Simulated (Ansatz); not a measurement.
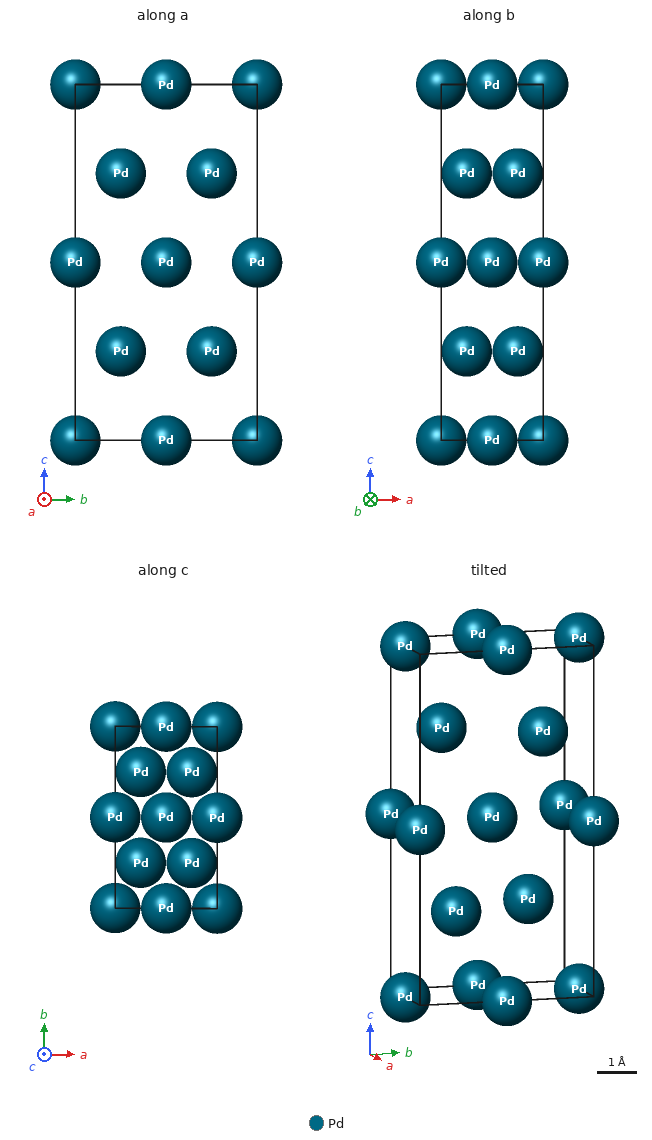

Shown here is a spheres-only view of the crystal, taken along the a axis, along the b axis, along the c axis and slightly off an axis. The lines enclose the drawn cell (a repeat of the simulation cell); boundary atoms appear with their images.

Lattice parameters: a = 2.6416 Å, b = 4.7044 Å, c = 9.2156 Å, α = 90.000°, β = 90.000°, γ = 90.297°.

**Transcribe the picture into a CIF in P1 with every atom of the cell.**

```cif
data_structure
_symmetry_space_group_name_H-M 'P 1'
_symmetry_Int_Tables_number 1
_cell_length_a 2.6416
_cell_length_b 4.7044
_cell_length_c 9.2156
_cell_angle_alpha 90.000
_cell_angle_beta 90.000
_cell_angle_gamma 90.297
_cell_volume 114.52
loop_
_atom_site_label
_atom_site_type_symbol
_atom_site_fract_x
_atom_site_fract_y
_atom_site_fract_z
_atom_site_occupancy
Pd1 Pd 0.7500 0.7500 0.7502 1
Pd2 Pd 0.5000 0.5000 0.5000 1
Pd3 Pd 0.2500 0.7500 0.2502 1
Pd4 Pd 0.7500 0.2500 0.2502 1
Pd5 Pd 0.0000 0.5000 0.0000 1
Pd6 Pd 0.5000 0.0000 0.0000 1
Pd7 Pd 0.2500 0.2500 0.7502 1
Pd8 Pd 0.0000 0.0000 0.5000 1
```

The initial geometry was a structure type filled with this element by a generator (whether the element takes this form wasn't checked). Earlier steps of the study may have refined or changed the cell and positions. An electronic-structure calculation with Ansatz was run on it.

At this level of theory the cell isn't at rest (compressed, at 17 GPa), so its distances can differ from those at equilibrium, the more so the softer the solid.
